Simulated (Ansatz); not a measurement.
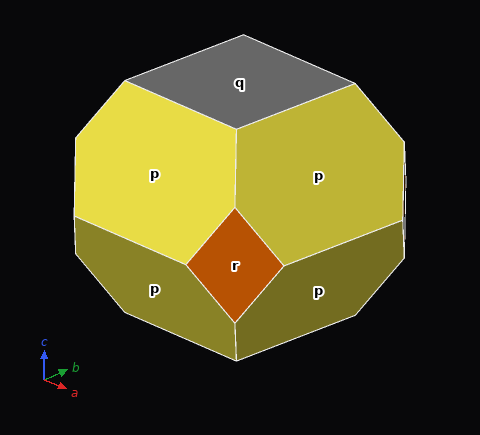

Crystal habit computed by the BFDH rule (growth rate of a face proportional to 1/d, systematic absences taken into account). This is a geometric estimate, not an energy calculation. Faces of one form share a colour. Cell of Si: space group I4/mmm (No. 139), a = 3.378 Å, b = 3.378 Å, c = 6.180 Å, α = 90.00°, β = 90.00°, γ = 90.00°. Source: coordinates from a relaxation with DFT PBE, scalar-relativistic, plane waves, PAW (Ansatz); the starting structure was generated, so it need not be a known form of this composition. Forms under 0.4 % of the area are left out.

> Which form is which colour?

yellow (p): {101} (d = 2.96 Å, 75 % of the area); grey (q): {002} (d = 3.09 Å, 17 % of the area); orange (r): {110} (d = 2.39 Å, 8 % of the area).
